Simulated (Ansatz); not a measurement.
**Geometry relaxation of Ti3Si2**

Ti3Si2 (Pm-3m, 5 atoms in the cell), computed with DFT PBE, scalar-relativistic, plane waves, PAW, no spin polarisation (Ansatz 0.2.0).

The structure was made by a generator, so it may or may not be a known phase.

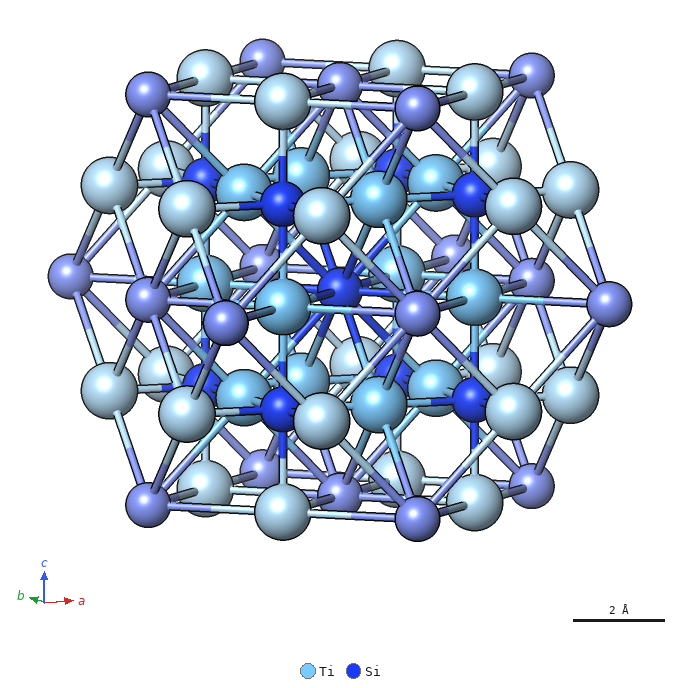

Figure 1. The structure as given in the input (ball-and-stick view of the cell of the calculation, seen slightly off an axis; neighbours outside the cell are drawn fainter).

## The input
```yaml
crystal:
  lattice:
    - [4.550650726, 0.0, 0.0]
    - [0.0, 4.550650726, 0.0]
    - [0.0, 0.0, 4.550650726]
  atoms:
    - { symbol: Ti, position: [0.5, 0.0, 0.0] }
    - { symbol: Ti, position: [0.0, 0.5, 0.0] }
    - { symbol: Ti, position: [0.0, 0.0, 0.5] }
    - { symbol: Si, position: [0.5, 0.5, 0.5] }
    - { symbol: Si, position: [0.0, 0.0, 0.0] }
basis:
  ecutwfc: 420
kpoints:
  mp_grid: { grid: [8, 8, 8] }
hamiltonian:
  xc: pbe
scf:
  occupations: { method: gaussian, width: 0.1 }
output:
  forces: true
  stress: true
  eigenvalues: true
  write_density: true
  write_potential: true
  elf: true
  volumetric_format: npy
relax:
  adjacent_minimum: "off"
  f_tol: 0.01
  max_steps: 80
  cell: { stress_tol: 0.05 }
```

Machine: 1 thread of Intel Xeon @ 2.50GHz (Skylake/Cascade Lake), 189 GiB of memory available, shared host.

Command:
```bash
ansatz run input.yaml --threads 1 --pin off --max-ram 2560MiB --backend cpu --events-out ev --progress --plain --runs-dir out
```

## Output
```
Engine: ansatz 0.2.0, x86_64-unknown-linux-gnu
Pseudopotentials: kind: paw
Pseudopotential: Ti, paw, valence charge 12, recommended cutoff 420 eV (normal), Ti.paw.azcp
Pseudopotential: Si, paw, valence charge 4, recommended cutoff 420 eV (normal), Si.paw.azcp
Functional definition: PBE
  parameter kappa = 0.804
  parameter beta = 0.06672455060314922
  exchange = pbe_x(kappa = kappa, mu = beta*pi^2/3)
  correlation = pbe_c(beta = beta)
Crystal: 5 atoms, lattice volume = 94.237 Å³
Basis set: ecut = 420 eV, 1839 PW (Γ), exchange–correlation on 64×64×64 points (8 copies of the dense FFT grid, shifted against one another)
Bands: 27, of which v1, the nominal top of the filled ones, is band 22 counted from 1 (21 counted from 0)
Symmetry: 48 space group operations
Space group: Pm-3m (ITA 221), of the structure as read, at distance tolerance 4.6e-5 Å
k-points: 35 of 512
Non-local potential: Ti, projectors of the file, l = 0: 3, l = 1: 2, l = 2: 3, l = 3: 1
Non-local potential: Si, projectors of the file, l = 0: 2, l = 1: 2, l = 2: 2
PAW form: soft (Blöchl's): semilocal exchange-correlation on the pseudo side does not see the compensation charge
PAW one-centre angular grid: Ti, 590 points (default); XC on 64 Gauss nodes
PAW one-centre angular grid: Si, 110 points (default); XC on 64 Gauss nodes
Initial density: superposition of atomic densities (neutral atoms: chi_scale 0, normalization atom), corrected by the library's trained network
Initial wavefunctions: pseudopotential atomic-orbital guess
Functional: x = pbe(κ = 0.804, μ = 0.2195149727645171), c = pbe(β = 0.06672455060314922)
SCF iter   1: F=—  HF=-8769.394288 eV  |F-HF|=—  |Δ(HF+E_count)|=         —  Δρ=6.60e-3  dr2=6.47e-2  ethr=1.77e-3  ⟨swp⟩=4.9  Hψ=3990  notcnv=0
preconditioner: auto → Kerker (q_TF=auto, 2.403 Å⁻¹)  [metal: Δε(μ)=0.029 eV  Ē_g=3.926 eV  σ=0.100 eV  W_gap=0.16  n_scr=26 (ndim 8)  ℏωp=17.1 eV  f_vac=0.000  D(μ)=4.21/eV (n_scr^D=32)]
SCF iter   2: F=—  HF=-8769.382026 eV  |F-HF|=—  |Δ(HF+E_count)|=   1.23e-2  Δρ=3.16e-3  dr2=2.04e-2  ethr=1.47e-4  ⟨swp⟩=1.4  Hψ=1249  notcnv=0
SCF iter   3: F=—  HF=-8769.376874 eV  |F-HF|=—  |Δ(HF+E_count)|=   5.15e-3  Δρ=9.23e-4  dr2=1.62e-3  ethr=4.64e-5  ⟨swp⟩=2.0  Hψ=1249  notcnv=0
SCF iter   4: F=—  HF=-8769.376471 eV  |F-HF|=—  |Δ(HF+E_count)|=   4.03e-4  Δρ=3.66e-4  dr2=1.81e-4  ethr=3.68e-6  ⟨swp⟩=2.0  Hψ=1291  notcnv=0
SCF iter   5: F=—  HF=-8769.376440 eV  |F-HF|=—  |Δ(HF+E_count)|=   3.16e-5  Δρ=1.27e-4  dr2=1.45e-5  ethr=4.12e-7  ⟨swp⟩=2.2  Hψ=1342  notcnv=0
SCF iter   6: F=—  HF=-8769.376309 eV  |F-HF|=—  |Δ(HF+E_count)|=   1.31e-4  Δρ=2.07e-5  dr2=3.87e-7  ethr=3.29e-8  ⟨swp⟩=2.3  Hψ=1254  notcnv=0
SCF iter   7: F=-8769.376309 eV  HF=-8769.376309 eV  |F-HF|=2.56e-9  |Δ(HF+E_count)|=   1.82e-8  Δρ=3.83e-6  dr2=1.03e-8  ethr=2.27e-10  ⟨swp⟩=9.6  Hψ=5984  notcnv=0
SCF 1 converged in 7 iterations: F = -8769.376309 eV  dr2 = 1.03e-8
  greatest PAW one-centre occupation: 0.999 electrons in one spin orbital (limit 2), on the Ti atom at site 1 (counted from 0), in its partial waves of l = 0
relax step   1: F+E_penalty+E_count = -8769.37630879 eV  Δ(F+E_penalty+E_count) = +0.000e0 eV  max|allowed force component| = 6.684e-29 eV/Å  Δτ_max = 0.0000 Å  P = -0.112 GPa  Ω = 94.237 Å³  (7 SCF iters, dr2 threshold 1.00e-7 eV, accepted)
Crystal: 5 atoms, lattice volume = 94.143 Å³
Initial density: handed on by an earlier stage of this run
Initial wavefunctions: those handed on with the density
iter 1 solved again at ethr=5.72e-8 eV; its pass at ethr=3.10e-3 eV (dr2=2.52e-5 eV) is discarded
SCF iter   1: F=—  HF=-8769.376496 eV  |F-HF|=—  |Δ(HF+E_count)|=         —  Δρ=8.66e-5  dr2=2.51e-5  ethr=5.72e-8  ⟨swp⟩=2.4  Hψ=5250  notcnv=0
preconditioner: auto → Kerker (q_TF=auto, 2.403 Å⁻¹)  [metal: Δε(μ)=0.026 eV  Ē_g=3.964 eV  σ=0.100 eV  W_gap=0.14  n_scr=26 (ndim 8)  ℏωp=17.1 eV  f_vac=0.000  D(μ)=4.35/eV (n_scr^D=32)]
SCF iter   2: F=—  HF=-8769.376361 eV  |F-HF|=—  |Δ(HF+E_count)|=   1.34e-4  Δρ=4.83e-5  dr2=8.71e-6  ethr=5.71e-8  ⟨swp⟩=1.5  Hψ=972  notcnv=0
SCF iter   3: F=—  HF=-8769.376359 eV  |F-HF|=—  |Δ(HF+E_count)|=   2.33e-6  Δρ=1.23e-5  dr2=1.85e-7  ethr=1.98e-8  ⟨swp⟩=2.0  Hψ=1264  notcnv=0
iter 4 did not close the SCF: its close was put off for the readings that it lacked (scf_convergence_deferred on its scf_iter line)
SCF iter   4: F=-8769.376359 eV  HF=-8769.376359 eV  |F-HF|=1.72e-8  |Δ(HF+E_count)|=   4.46e-8  Δρ=4.83e-6  dr2=2.94e-8  ethr=4.19e-10  ⟨swp⟩=2.7  Hψ=1724  notcnv=0
iter 5 did not close the SCF: its close was put off for the readings that it lacked (scf_convergence_deferred on its scf_iter line)
SCF iter   5: F=-8769.376359 eV  HF=-8769.376359 eV  |F-HF|=9.79e-10  |Δ(HF+E_count)|=   5.14e-9  Δρ=1.40e-6  dr2=2.72e-9  ethr=6.68e-11  ⟨swp⟩=2.1  Hψ=1225  notcnv=0
SCF iter   6: F=-8769.376359 eV  HF=-8769.376359 eV  |F-HF|=4.18e-11  |Δ(HF+E_count)|=  3.46e-10  Δρ=2.51e-7  dr2=1.03e-10  ethr=6.17e-12  ⟨swp⟩=5.1  Hψ=4691  notcnv=0
SCF 2 converged in 6 iterations: F = -8769.376359 eV  dr2 = 1.03e-10
  greatest PAW one-centre occupation: 0.999 electrons in one spin orbital (limit 2), on the Ti atom at site 2 (counted from 0), in its partial waves of l = 0
relax step   2: F+E_penalty+E_count = -8769.37635898 eV  Δ(F+E_penalty+E_count) = -5.019e-5 eV  max|allowed force component| = 6.271e-30 eV/Å  Δτ_max = 0.0000 Å  P = -0.021 GPa  Ω = 94.143 Å³  energy of the carried Pulay correction = +1.139e-5 eV  (6 SCF iters, dr2 threshold 3.14e-8 eV, accepted)
Initial wavefunctions: pseudopotential atomic-orbital guess (no wavefunctions were taken with the density)
iter 1 solved again at ethr=1.82e-7 eV; its pass at ethr=3.10e-3 eV (dr2=7.99e-5 eV) is discarded
SCF iter   1: F=—  HF=-8769.376483 eV  |F-HF|=—  |Δ(HF+E_count)|=         —  Δρ=1.93e-6  dr2=2.98e-9  ethr=1.82e-7  ⟨swp⟩=3.8  Hψ=6445  notcnv=0
eigensolver tolerance schedule: the retry pair's looser diagonalisation over-reported the residual by 26825.94 of it (diagonalisation noise at an unbounded share of the residual, at the tolerance the schedule requests for it); recorded, not acted on — ethr = c·dr2/N_el stays at c = 1.0e-1
preconditioner: auto → Kerker (q_TF=auto, 2.403 Å⁻¹)  [metal: Δε(μ)=0.026 eV  Ē_g=3.963 eV  σ=0.100 eV  W_gap=0.15  n_scr=26 (ndim 8)  ℏωp=17.1 eV  f_vac=0.000  D(μ)=4.35/eV (n_scr^D=32)]
SCF iter   2: F=—  HF=-8769.376350 eV  |F-HF|=—  |Δ(HF+E_count)|=   1.33e-4  Δρ=1.03e-6  dr2=9.35e-10  ethr=6.77e-12  ⟨swp⟩=3.5  Hψ=2148  notcnv=0
SCF iter   3: F=—  HF=-8769.376350 eV  |F-HF|=—  |Δ(HF+E_count)|=  1.46e-11  Δρ=7.10e-7  dr2=4.20e-10  ethr=2.13e-12  ⟨swp⟩=1.2  Hψ=954  notcnv=0
SCF iter   4: F=—  HF=-8769.376350 eV  |F-HF|=—  |Δ(HF+E_count)|=  2.18e-11  Δρ=2.34e-7  dr2=5.88e-11  ethr=1.00e-12  ⟨swp⟩=2.0  Hψ=1156  notcnv=0
iter 5 did not close the SCF: its close was put off for the readings that it lacked (scf_convergence_deferred on its scf_iter line)
SCF iter   5: F=-8769.376350 eV  HF=-8769.376350 eV  |F-HF|=3.64e-12  |Δ(HF+E_count)|=    0.00e0  Δρ=3.68e-8  dr2=9.54e-13  ethr=1.00e-12  ⟨swp⟩=1.2  Hψ=955  notcnv=0
iter 6 did not close the SCF: its close was put off for the readings that it lacked (scf_convergence_deferred on its scf_iter line)
SCF iter   6: F=-8769.376350 eV  HF=-8769.376350 eV  |F-HF|=0.00e0  |Δ(HF+E_count)|=    0.00e0  Δρ=2.74e-8  dr2=5.58e-13  ethr=1.00e-12  ⟨swp⟩=1.0  Hψ=945  notcnv=0
iter 7 did not close the SCF: its close was put off for the readings that it lacked (scf_convergence_deferred on its scf_iter line)
SCF iter   7: F=-8769.376350 eV  HF=-8769.376350 eV  |F-HF|=1.82e-12  |Δ(HF+E_count)|=  1.82e-12  Δρ=1.55e-8  dr2=2.82e-13  ethr=1.00e-12  ⟨swp⟩=1.0  Hψ=945  notcnv=0
iter 8 did not close the SCF: its close was put off for the readings that it lacked (scf_convergence_deferred on its scf_iter line)
SCF iter   8: F=-8769.376350 eV  HF=-8769.376350 eV  |F-HF|=1.82e-12  |Δ(HF+E_count)|=    0.00e0  Δρ=1.26e-8  dr2=1.68e-13  ethr=1.00e-12  ⟨swp⟩=1.0  Hψ=945  notcnv=0
SCF iter   9: F=-8769.376350 eV  HF=-8769.376350 eV  |F-HF|=1.82e-12  |Δ(HF+E_count)|=    0.00e0  Δρ=5.63e-9  dr2=2.77e-14  ethr=1.00e-12  ⟨swp⟩=3.0  Hψ=2580  notcnv=0
SCF 3 converged in 9 iterations: F = -8769.376350 eV  dr2 = 2.77e-14
relax step   3: F+E_penalty+E_count = -8769.37634973 eV  Δ(F+E_penalty+E_count) = +9.251e-6 eV  max|allowed force component| = 4.996e-30 eV/Å  Δτ_max = 0.0000 Å  P = -0.021 GPa  Ω = 94.143 Å³  stress off target by 2.11e-2 GPa  SCF on the basis re-selected at this cell (its energy is not comparable with the rows above)  (9 SCF iters)
```

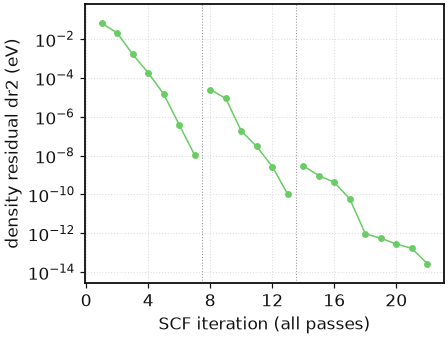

Figure 2. Convergence of the self-consistent field: density residual dr2 against the SCF iteration. The dotted lines part the SCF passes of the relaxation: geometry steps, rejected trials and re-solves on a re-selected basis. The passes take 7, 6 and 9 iterations.

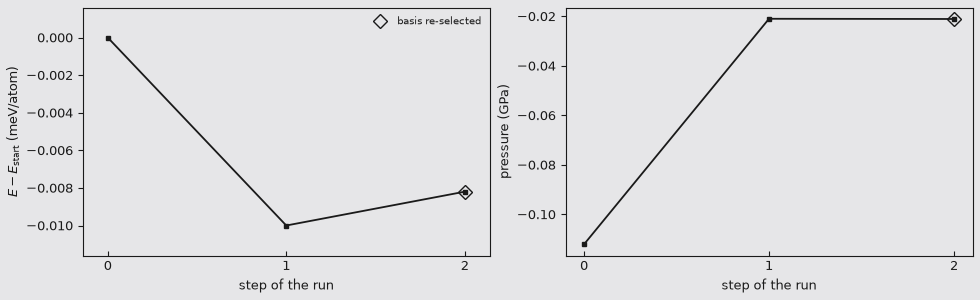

Figure 3. Progress of the relaxation, step by step (the first geometry is step 0 here and step 1 in the log). No atom moves by more than 0.005 Å relative to the cell. The volume changes by −0.1 %, with a = b = c 4.551 → 4.549 Å (0.0 %). The space group stays Pm-3m (No. 221). The energy falls by next to nothing (0.0 meV per atom) in 1 geometry step. All forces vanish by symmetry, so only the cell relaxes. Pressure: −0.11 GPa at the start and −0.02 GPa at the end. A last SCF at the same geometry on a re-selected plane-wave basis shifts the energy by +0.0 meV per atom.

```
basis re-selected at this cell: Δ(F+E_penalty+E_count) = +9.251e-6 eV, ΔP = -0.000 GPa vs the last step (what re-selecting the basis moved, of the pressure what is left beyond the Pulay correction that the steps carried, after the strain that the cell walked since its last selection, with what the two solves' SCF thresholds leave and, on support functions, any second-order correction that the steps lacked; it is no measure of the basis error at this ecutwfc). This SCF's stress stands 2.11e-2 GPa from its target on what of the cell is left free (relax.cell.stress_tol is 5.00e-2 GPa) and its largest allowed force component is 5.00e-30 eV/Å (relax.f_tol is 1.00e-2 eV/Å): within both
SCF converged after 9 iterations
Free energy (F): -8769.376350 eV
Harris-Foulkes:  -8769.376350 eV  (|F-HF|=1.82e-12)
Internal energy: -8769.354597 eV  (E = F + TS)
E sigma→0 (E₀):  -8769.365473 eV
Entropy (-TS):   -0.021753 eV (-4.351 meV/atom)
Fermi energy:    10.189659 eV
--- Per-component energies (eV) ---
  E_band       = -563.179515
  E_kinetic    = 897.392142
  E_local      = -3326.860968  (includes V_loc(G=0)·N_el)
  E_nonlocal   = 79.842209
  E_hartree    = 1382.067256
  E_xc         = -402.409607
  E_vxc        = -458.700511  (∫ρ·V_xc dr)
  E_paw        = -4169.366178  (= ΣΔE_a)
  E_vpaw       = -518.987269  (= ΣTr[D̂ρ^β])
  E_aug_tail   = 0.000366  (compensation charges beyond the density's cutoff)
  E_ewald      = -3230.019818
  E_smearing   = -0.021753  (= −TS)
  E_closure    = 0.000000  (closes the sum)
  Σ components = -8769.376350   (vs F -8769.376350, Δ=0.00e0)
--- Forces (eV/Å), atoms counted from 1 ---
  atom   1  Ti     0.00000000     0.00000000    -0.00000000
  atom   2  Ti     0.00000000     0.00000000     0.00000000
  atom   3  Ti     0.00000000    -0.00000000     0.00000000
  atom   4  Si     0.00000000     0.00000000     0.00000000
  atom   5  Si     0.00000000    -0.00000000     0.00000000
  max |Σ_I F_I| component: 1.33e-29 eV/Å
--- Stress (GPa, compression-positive) ---
       -0.021090       0.000000       0.000000
        0.000000      -0.021090       0.000000
        0.000000       0.000000      -0.021090
  P = ⅓ Tr σ = -0.0211 GPa (-0.211 kbar)
--- Band table (eV; the first three rows and the last of 35) ---
  k-point 0: bands = ["-46.9927", "-46.9545", "-46.9545", "-23.3613", "-23.3613", "-23.3613", "-23.2618", "-23.2618", "-23.2618", "-23.1630", "-23.1630", "-23.1630", "0.3165", "2.8446", "8.2487", "8.2487", "8.2487", "8.5185", "8.5185", "8.5185", "8.8726", "8.8726", "10.8991", "10.8991", "11.2065", "11.2065", "11.2065"]
  k-point 1: bands = ["-46.9914", "-46.9557", "-46.9545", "-23.3572", "-23.3572", "-23.3553", "-23.2630", "-23.2630", "-23.2621", "-23.1712", "-23.1660", "-23.1660", "0.4232", "2.8584", "7.6492", "8.2184", "8.2184", "8.4773", "8.4773", "8.5539", "8.9743", "9.1755", "10.2533", "10.9057", "11.1106", "11.1106", "11.1491"]
  k-point 2: bands = ["-46.9877", "-46.9591", "-46.9545", "-23.3462", "-23.3462", "-23.3380", "-23.2666", "-23.2666", "-23.2629", "-23.1938", "-23.1735", "-23.1735", "0.7227", "2.8422", "6.9411", "8.1561", "8.1561", "8.3734", "8.3734", "8.6458", "8.6692", "9.2563", "10.0641", "10.9218", "10.9880", "10.9880", "11.0044"]
  k-point 34: bands = ["-46.9664", "-46.9664", "-46.9664", "-23.4405", "-23.3519", "-23.3519", "-23.3519", "-23.2044", "-23.2044", "-23.2044", "-23.1453", "-23.1453", "3.1886", "3.3333", "5.6545", "5.6545", "5.6545", "7.8136", "7.8136", "7.8136", "10.3247", "10.3247", "10.3247", "10.4408", "10.4408", "10.4408", "11.4347"]
--- Relaxed structure (2 steps of the walk, 2 accepted, 1 SCFs on fresh bases) ---
  F+E_penalty+E_count = -8769.37634973 eV   max|allowed force component| = 4.996e-30 eV/Å   (the final SCF, on the basis selected at the relaxed cell)
  cell:  # Å, volume = 94.1435 Å³
    - [4.549148411092266, -3.2098832406453924e-35, 0.0]
    - [-3.2098832406453924e-35, 4.549148411092266, 0.0]
    - [0.0, 0.0, 4.549148411092266]
  atoms:
    - { symbol: Ti, position: [0.5, -6.700995664621183e-36, 3.526839823484833e-37] }
    - { symbol: Ti, position: [1.1109545443977224e-35, 0.5, 1.2343939382196916e-36] }
    - { symbol: Ti, position: [8.905270554299202e-36, 1.6752489161552957e-36, 0.5] }
    - { symbol: Si, position: [0.5, 0.5, 0.5] }
    - { symbol: Si, position: [-1.6223463188030228e-35, 1.2343939382196914e-36, -8.81709955871208e-38] }
```

## Trajectory as extended XYZ (Å, eV, eV/Å), 3 frames, from step=1 to step=3
```
5
Lattice="4.5507 0.0000 0.0000 0.0000 4.5507 0.0000 0.0000 0.0000 4.5507" Properties=species:S:1:pos:R:3:forces:R:3 step=1 energy=-8769.37631 pressure_GPa=-0.11
Ti    2.2753    0.0000    0.0000    0.0000   0.0000   0.0000
Ti    0.0000    2.2753    0.0000    0.0000   0.0000   0.0000
Ti    0.0000    0.0000    2.2753    0.0000   0.0000   0.0000
Si    2.2753    2.2753    2.2753    0.0000   0.0000   0.0000
Si    0.0000    0.0000    0.0000    0.0000   0.0000   0.0000
5
Lattice="4.5491 0.0000 0.0000 0.0000 4.5491 0.0000 0.0000 0.0000 4.5491" Properties=species:S:1:pos:R:3:forces:R:3 step=2 energy=-8769.37636 pressure_GPa=-0.02
Ti    2.2746    0.0000    0.0000    0.0000   0.0000   0.0000
Ti    0.0000    2.2746    0.0000    0.0000   0.0000   0.0000
Ti    0.0000    0.0000    2.2746    0.0000   0.0000   0.0000
Si    2.2746    2.2746    2.2746    0.0000   0.0000   0.0000
Si    0.0000    0.0000    0.0000    0.0000   0.0000   0.0000
5
Lattice="4.5491 0.0000 0.0000 0.0000 4.5491 0.0000 0.0000 0.0000 4.5491" Properties=species:S:1:pos:R:3:forces:R:3 step=3 energy=-8769.37635 pressure_GPa=-0.02
Ti    2.2746    0.0000    0.0000    0.0000   0.0000   0.0000
Ti    0.0000    2.2746    0.0000    0.0000   0.0000   0.0000
Ti    0.0000    0.0000    2.2746    0.0000   0.0000   0.0000
Si    2.2746    2.2746    2.2746    0.0000   0.0000   0.0000
Si    0.0000    0.0000    0.0000    0.0000   0.0000   0.0000
```

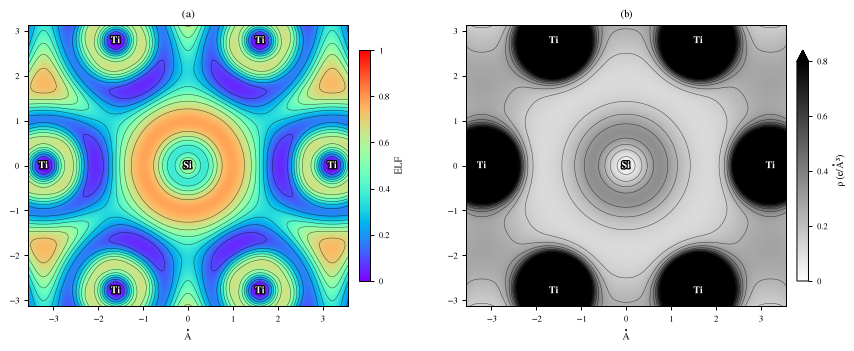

Figure 4. (a) ELF; (b) valence pseudo-density on the (111) plane of the conventional cell. Atoms in the plane: Ti and Si. Away from the nuclei the density in this plane falls to 0.12 e/Å³ at its lowest. The strong features right at Ti lie inside the PAW spheres (semicore, d or f shells) and say nothing about bonding. Core electrons are frozen (PAW), so the fields are smoothed inside the atomic spheres.

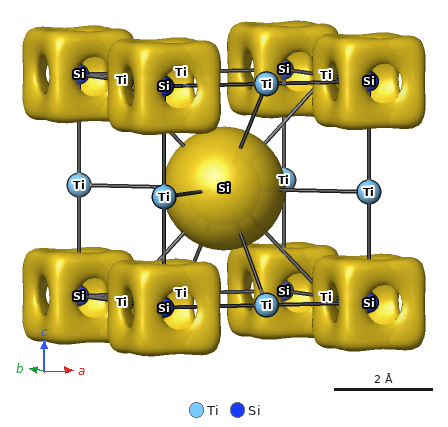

Figure 5. Isosurface of the electron localisation function at 0.7 (yellow), seen at an oblique angle. Core shells and regions of very low density are left out. Sticks mark near contacts. The outline is the cell set on symmetry axes. Values along the shortest contacts: Ti–Si (2.27 Å): the ELF is about 0.30 at the midpoint.

## Results in brief

- outcome: converged
- space group (tolerance 0.01 Å): Pm-3m (221)
- electrons treated: 44
- free energy: −8769.3763 eV
- Fermi energy: 10.190 eV
- gap on the k-point mesh: none (metallic)
- pressure: −0.02 GPa
- final volume: 94.14 Å³
- largest force (length of the vector) at the end: under 0.001 eV/Å
- final cell: a = 4.549 Å, b = 4.549 Å, c = 4.549 Å, α = 90.00°, β = 90.00°, γ = 90.00°
- wall time: 47 s
- peak memory: 0.42 GiB
